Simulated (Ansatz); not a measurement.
## Mo7S17: a changed input and its effect

System: Mo7S17 (defect cell, 24 atoms in the cell, total charge +1).
Method of the first run: DFT PBE+D3(BJ), scalar-relativistic, plane waves, PAW, spin-polarised (Ansatz 0.2.0).

The structure derives from a Materials Project entry. Text and figures count atoms from 1; the logs count them from 0 in places.

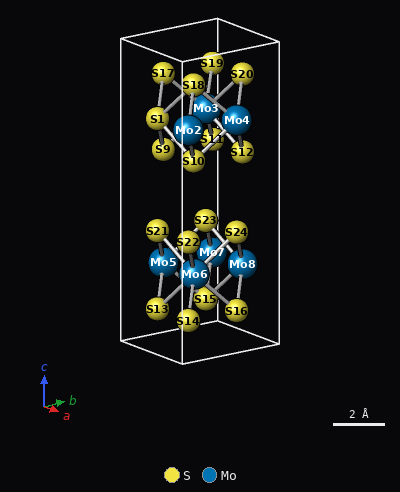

Fig. 1: The structure as given in the input (ball-and-stick view of the cell of the calculation, seen slightly off an axis; atoms are numbered from 1 in the order of the input). An atom can appear more than once, as a periodic image.

### The input, the first run
```yaml
crystal:
  lattice:
    - [3.1492766197, -5.4547071124, 0.0]
    - [-6.2985532394, -1.0e-10, 0.0]
    - [0.0, 0.0, -12.0928266346]
  atoms:
    - { symbol: S, position: [0.3333333333, 0.1666666667, 0.75], spin: 0.143 }
    - { symbol: Mo, position: [0.8333035486, 0.1666070971, 0.75] }
    - { symbol: Mo, position: [0.3333929029, 0.6666964514, 0.75] }
    - { symbol: Mo, position: [0.8333035486, 0.6666964514, 0.75] }
    - { symbol: Mo, position: [0.1666780266, 0.3333219734, 0.25] }
    - { symbol: Mo, position: [0.6666439467, 0.3333219734, 0.25] }
    - { symbol: Mo, position: [0.1666780266, 0.8333560533, 0.25] }
    - { symbol: Mo, position: [0.6666666667, 0.8333333333, 0.25] }
    - { symbol: S, position: [0.1692508429, 0.3307491571, 0.6242988723], spin: 0.143 }
    - { symbol: S, position: [0.6614983142, 0.3307491571, 0.6242988723], spin: 0.143 }
    - { symbol: S, position: [0.1692508429, 0.8385016858, 0.6242988723], spin: 0.143 }
    - { symbol: S, position: [0.6666666667, 0.8333333333, 0.6210987293] }
    - { symbol: S, position: [0.3333333333, 0.1666666667, 0.1206318221] }
    - { symbol: S, position: [0.8335144604, 0.1670289209, 0.1203238622] }
    - { symbol: S, position: [0.3329710791, 0.6664855396, 0.1203238622] }
    - { symbol: S, position: [0.8335144604, 0.6664855396, 0.1203238622] }
    - { symbol: S, position: [0.1692508429, 0.3307491571, 0.8757011277], spin: 0.143 }
    - { symbol: S, position: [0.6614983142, 0.3307491571, 0.8757011277], spin: 0.143 }
    - { symbol: S, position: [0.1692508429, 0.8385016858, 0.8757011277], spin: 0.143 }
    - { symbol: S, position: [0.6666666667, 0.8333333333, 0.8789012707] }
    - { symbol: S, position: [0.3333333333, 0.1666666667, 0.3793681779] }
    - { symbol: S, position: [0.8335144604, 0.1670289209, 0.3796761378] }
    - { symbol: S, position: [0.3329710791, 0.6664855396, 0.3796761378] }
    - { symbol: S, position: [0.8335144604, 0.6664855396, 0.3796761378] }
  host:
    lattice:
      - [3.1492766197, 0.0, 0.0]
      - [-1.5746383099, 2.7273535562, 0.0]
      - [0.0, 0.0, 12.0928266346]
    atoms:
      - { symbol: Mo, position: [0.6666666667, 0.3333333333, 0.25] }
      - { symbol: Mo, position: [0.3333333333, 0.6666666667, 0.75] }
      - { symbol: S, position: [0.3333333333, 0.6666666667, 0.3794859648] }
      - { symbol: S, position: [0.6666666667, 0.3333333333, 0.8794859648] }
      - { symbol: S, position: [0.3333333333, 0.6666666667, 0.1205140352] }
      - { symbol: S, position: [0.6666666667, 0.3333333333, 0.6205140351] }
total_charge: 1
basis:
  ecutwfc: 420
  xc_grid: 2
kpoints:
  mp_grid: { grid: [3, 3, 2], shift: [0.0, 0.0, 0.5] }
hamiltonian:
  xc: pbe
  dispersion: d3bj
scf:
  occupations: { method: gaussian, width: 0.01 }
output:
  forces: true
  stress: false
  eigenvalues: true
  populations: true
  charged_corrections:
    defect_position: [0.33333333, 0.16666667, 0.75]
    epsilon: [[15.7271, 0.0, 0.0], [0.0, 15.7271, 0.0], [0.0, 0.0, 7.2062]]
  write_density: true
  write_potential: true
  elf: true
  volumetric_format: npy
magnetization:
  spin_polarized: true
relax:
  adjacent_minimum: "off"
  f_tol: 0.025
  max_steps: 45
```

Launched with:
```bash
ansatz run input.yaml --threads 4 --pin off --max-ram 10240MiB --backend cpu --events-out ev --progress --plain --runs-dir out
```

Hardware: 4 threads of AMD EPYC (Zen 3), 32 GiB of memory available, shared host.

### Output, shortened to warnings, some set-up lines, iterations and results (the first run)
```
Basis set: ecut = 420 eV, 8129 PW (Γ), exchange–correlation on 90×90×162 points (8 copies of the dense FFT grid, shifted against one another)
Symmetry: 12 space group operations
k-points: 3 of 18 (time reversal used)
[...]
SCF iter   1: F=—  HF=-50065.663595 eV  |F-HF|=—  |Δ(HF+E_count)|=         —  Δρ=3.48e-2 (↑3.47e-2 ↓3.48e-2)  dr2=2.64e1  dr2_m=1.78e-2  M=0.111 μB ∫|m|=0.248 μB  β_m=0.30  …
SCF iter   2: F=—  HF=-50062.808806 eV  |F-HF|=—  |Δ(HF+E_count)|=    2.85e0  Δρ=1.95e-2 (↑1.94e-2 ↓1.95e-2)  dr2=8.16e0  dr2_m=9.46e-3  M=0.111 μB ∫|m|=0.207 μB  β_m=0.44  …
SCF iter   3: F=—  HF=-50061.915688 eV  |F-HF|=—  |Δ(HF+E_count)|=   8.93e-1  Δρ=8.13e-3 (↑8.06e-3 ↓8.13e-3)  dr2=1.51e0  dr2_m=3.03e-3  M=0.106 μB ∫|m|=0.149 μB  β_m=0.65  …
SCF iter   4: F=—  HF=-50061.815269 eV  |F-HF|=—  |Δ(HF+E_count)|=   1.00e-1  Δρ=3.62e-3 (↑3.18e-3 ↓3.62e-3)  dr2=4.25e-1  dr2_m=3.43e-4  M=0.111 μB ∫|m|=0.125 μB  β_m=0.58  …
SCF iter   5: F=—  HF=-50061.821121 eV  |F-HF|=—  |Δ(HF+E_count)|=   5.85e-3  Δρ=2.66e-3 (↑2.09e-3 ↓2.66e-3)  dr2=5.90e-1  dr2_m=6.18e-4  M=0.023 μB ∫|m|=0.049 μB  β_m=0.67  …
[... 37 lines ...]
SCF iter   8: F=—  HF=-50061.822720 eV  |F-HF|=—  |Δ(HF+E_count)|=   1.78e-9  Δρ=2.01e-6 (↑2.01e-6 ↓1.60e-6)  dr2=1.03e-7  dr2_m=7.87e-10  M=0.222 μB ∫|m|=0.292 μB  β_m=0.50  …
SCF iter   9: F=-50061.822720 eV  HF=-50061.822720 eV  |F-HF|=2.65e-8  |Δ(HF+E_count)|=   3.93e-8  Δρ=9.17e-7 (↑8.36e-7 ↓9.17e-7)  dr2=3.61e-8  dr2_m=6.25e-10  M=0.222 μB …
SCF iter  10: F=-50061.822720 eV  HF=-50061.822720 eV  |F-HF|=1.80e-9  |Δ(HF+E_count)|=  3.93e-10  Δρ=3.04e-7 (↑2.83e-7 ↓3.04e-7)  dr2=3.00e-9  dr2_m=3.19e-11  M=0.222 μB …
SCF 3 converged in 10 iterations: F = -50061.822720 eV  dr2 = 3.00e-9
relax step   3: F+E_penalty+E_count = -50061.82271961 eV  Δ(F+E_penalty+E_count) = -2.491e-3 eV  max|allowed force component| = 1.001e-2 eV/Å  Δτ_max = 0.0081 Å  (10 SCF …
SCF converged after 10 iterations
Magnetization: 0.2221 μB (99.6111 up, 99.3889 down)
Absolute magnetization: 0.2921 μB (∫|ρ↑−ρ↓|, with the PAW one-centre terms)
Spin contamination: 0.0011 ħ² per cell (⟨S²⟩ above its minimum at these occupations)
Per-site moments (μB) at R_I (Å): [(0.008237879599696385, 0.97326570054868), (0.04224125524116233, 0.9783962255187699), (0.042241255241162234, 0.97839622551877), (0.042241255241162234, 0.97839622551877), (0.007382215150886984, 0.9879796608035964), (0.007382215150887019, 0.9879796608035964), …
Free energy (F): -50061.822720 eV
Harris-Foulkes:  -50061.822720 eV  (|F-HF|=1.80e-9)
Internal energy: -50061.821690 eV  (E = F + TS)
E sigma→0 (E₀):  -50061.822205 eV
Entropy (-TS):   -0.001030 eV (-0.043 meV/atom)
Fermi energy:    10.417959 eV
--- Per-component energies (eV) ---
  E_band       = -1023.650174
  E_kinetic    = 4905.544467
  E_local      = -13907.515398  (includes V_loc(G=0)·N_el)
  E_nonlocal   = 1480.983478
  E_hartree    = 5336.702060
  E_xc         = -2933.419345
  E_vxc        = -3088.213582  (∫ρ·V_xc dr)
  E_paw        = -32610.738498  (= ΣΔE_a)
  E_vpaw       = -1087.850877  (= ΣTr[D̂ρ^β])
  E_aug_tail   = 0.000292  (compensation charges beyond the density's cutoff)
  E_ewald      = -12323.139669
  E_disp       = -10.239077  (pairwise vdW)
  E_smearing   = -0.001030  (= −TS)
  E_closure    = -0.000000  (closes the sum)
  E_deformation_potential = 17.055771  (in the stress; not in F)
  Σ components = -50061.822720   (vs F -50061.822720, Δ=0.00e0)
--- Forces (eV/Å), atoms counted from 1 ---
  atom   1  S     -0.00000000     0.00000000     0.00000000
  atom   2  Mo    -0.00441486    -0.00254892     0.00000000
  atom   3  Mo    -0.00000000     0.00509784     0.00000000
  atom   4  Mo     0.00441486    -0.00254892     0.00000000
  atom   5  Mo    -0.00529183     0.00305524     0.00000000
[...]
```

The input of the second run differs as follows (lines with − go, lines with + come):
```diff
-total_charge: 1
+total_charge: -1
-  write_density: true
-  write_potential: true
-  elf: true
-  volumetric_format: npy
```

Predict how the results change.

The total energies belong to different systems, so their difference says nothing on which is more stable or more accurate. The net moment of the cell goes from 0.22 to 0.11 μB. A charged cell is computed with a uniform neutralising background, so its energy and pressure depend on the cell and aren't those of a real crystal. The SCF takes 27 iterations over all geometry steps against 41.

### Output, shortened to warnings, some set-up lines, iterations and results (the second run)
```
Basis set: ecut = 420 eV, 8129 PW (Γ), exchange–correlation on 90×90×162 points (8 copies of the dense FFT grid, shifted against one another)
Symmetry: 12 space group operations
k-points: 3 of 18 (time reversal used)
[...]
SCF iter   1: F=—  HF=-50046.162836 eV  |F-HF|=—  |Δ(HF+E_count)|=         —  Δρ=4.43e-2 (↑4.38e-2 ↓4.43e-2)  dr2=5.36e1  dr2_m=1.69e-2  M=0.221 μB ∫|m|=0.256 μB  β_m=0.30  …
SCF iter   2: F=—  HF=-50040.166467 eV  |F-HF|=—  |Δ(HF+E_count)|=    6.00e0  Δρ=2.16e-2 (↑2.13e-2 ↓2.16e-2)  dr2=8.85e0  dr2_m=1.03e-2  M=0.111 μB ∫|m|=0.190 μB  β_m=0.40  …
SCF iter   3: F=—  HF=-50039.955853 eV  |F-HF|=—  |Δ(HF+E_count)|=   2.11e-1  Δρ=8.80e-3 (↑8.62e-3 ↓8.80e-3)  dr2=1.45e0  dr2_m=2.78e-3  M=0.111 μB ∫|m|=0.139 μB  β_m=0.70  …
SCF iter   4: F=—  HF=-50039.984225 eV  |F-HF|=—  |Δ(HF+E_count)|=   2.84e-2  Δρ=3.36e-3 (↑3.24e-3 ↓3.36e-3)  dr2=2.93e-1  dr2_m=1.95e-4  M=0.111 μB ∫|m|=0.116 μB  β_m=0.72  …
SCF iter   5: F=—  HF=-50039.941130 eV  |F-HF|=—  |Δ(HF+E_count)|=         —  Δρ=9.53e-4 (↑9.53e-4 ↓8.69e-4)  dr2=3.50e-2  dr2_m=2.26e-5  M=0.111 μB ∫|m|=0.116 μB  β_m=0.72  …
[... 25 lines ...]
SCF iter   1: F=—  HF=-50039.960266 eV  |F-HF|=—  |Δ(HF+E_count)|=         —  Δρ=4.36e-6 (↑4.36e-6 ↓4.34e-6)  dr2=5.77e-7  dr2_m=2.64e-11  M=0.110 μB ∫|m|=0.117 μB  β_m=0.65  …
SCF iter   2: F=—  HF=-50039.960266 eV  |F-HF|=—  |Δ(HF+E_count)|=   7.71e-9  Δρ=2.73e-6 (↑2.73e-6 ↓2.73e-6)  dr2=2.76e-7  dr2_m=7.48e-12  M=0.110 μB ∫|m|=0.117 μB  β_m=0.41  …
SCF iter   3: F=-50039.960266 eV  HF=-50039.960266 eV  |F-HF|=1.67e-9  |Δ(HF+E_count)|=   2.29e-8  Δρ=1.45e-6 (↑1.45e-6 ↓1.45e-6)  dr2=5.16e-8  dr2_m=6.36e-12  M=0.110 μB …
SCF 4 converged in 3 iterations: F = -50039.960266 eV  dr2 = 5.16e-8
relax step   4: F+E_penalty+E_count = -50039.96026581 eV  Δ(F+E_penalty+E_count) = -3.694e-7 eV  max|allowed force component| = 1.175e-2 eV/Å  Δτ_max = 0.0000 Å  (3 SCF …
SCF converged after 3 iterations
Magnetization: 0.1104 μB (100.5552 up, 100.4448 down)
Absolute magnetization: 0.1170 μB (∫|ρ↑−ρ↓|, with the PAW one-centre terms)
Spin contamination: 0.0001 ħ² per cell (⟨S²⟩ above its minimum at these occupations)
Per-site moments (μB) at R_I (Å): [(0.001167031472136562, 0.9708417570258149), (0.014182300302198018, 0.9790263889524785), (0.01418230030219818, 0.9790263889524785), (0.014182300302198112, 0.9790263889524785), (0.001512448522118571, 0.9907074708655327), (0.0015124485221185975, 0.9907074708655325), …
Free energy (F): -50039.960266 eV
Harris-Foulkes:  -50039.960266 eV  (|F-HF|=1.67e-9)
Internal energy: -50039.959082 eV  (E = F + TS)
E sigma→0 (E₀):  -50039.959674 eV
Entropy (-TS):   -0.001184 eV (-0.049 meV/atom)
Fermi energy:    11.598745 eV
--- Per-component energies (eV) ---
  E_band       = -993.496128
  E_kinetic    = 4948.014505
  E_local      = -13881.195655  (includes V_loc(G=0)·N_el)
  E_nonlocal   = 1488.203677
  E_hartree    = 5331.116593
  E_xc         = -2956.973219
  E_vxc        = -3118.944672  (∫ρ·V_xc dr)
  E_paw        = -32614.269420  (= ΣΔE_a)
  E_vpaw       = -1091.808050  (= ΣTr[D̂ρ^β])
  E_aug_tail   = 0.000297  (compensation charges beyond the density's cutoff)
  E_ewald      = -12344.616544
  E_disp       = -10.239315  (pairwise vdW)
  E_smearing   = -0.001184  (= −TS)
  E_closure    = -0.000000  (closes the sum)
  E_deformation_potential = -17.055771  (in the stress; not in F)
  Σ components = -50039.960266   (vs F -50039.960266, Δ=0.00e0)
--- Forces (eV/Å), atoms counted from 1 ---
  atom   1  S     -0.00000000     0.00000000     0.00000000
  atom   2  Mo    -0.00530106    -0.00306057     0.00000000
  atom   3  Mo    -0.00000000     0.00612113     0.00000000
  atom   4  Mo     0.00530106    -0.00306057     0.00000000
  atom   5  Mo    -0.00127694     0.00073724     0.00000000
[...]
```

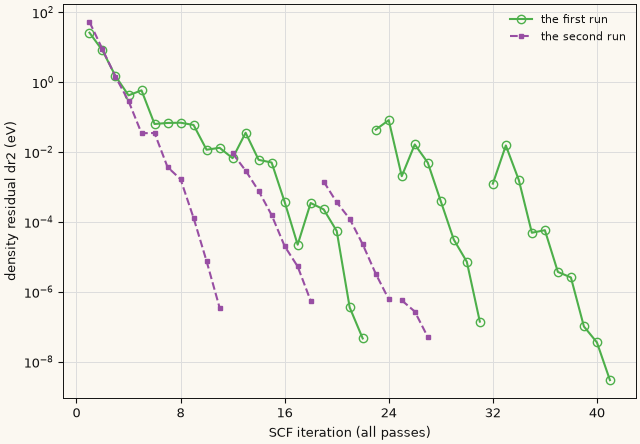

Fig. 2: Convergence of the two runs: density residual dr2 against the SCF iteration. A break in a curve parts two SCF passes. The first run takes 41 iterations in all, and the second run takes 27.

### The two runs side by side

| quantity | the first run | the second run |
| --- | --- | --- |
| outcome | converged | converged |
| free energy per atom (eV) | −2085.9093 | −2084.9983 |
| gap on the mesh (eV) | 0.00 | 0.00 |
| net moment of the cell (μB) | 0.22 | 0.11 |
| absolute moment of the cell (μB) | 0.29 | 0.12 |
| largest force (eV/Å) | 0.010 | 0.012 |
| SCF iterations | 41 | 27 |
| irreducible k-points | 3 | 3 |
| wall time (shared host) | 46 s | 39 s |

For both runs: The cell is charged and computed with a neutralising background, so its energy and pressure depend on the cell and aren't those of a real crystal.
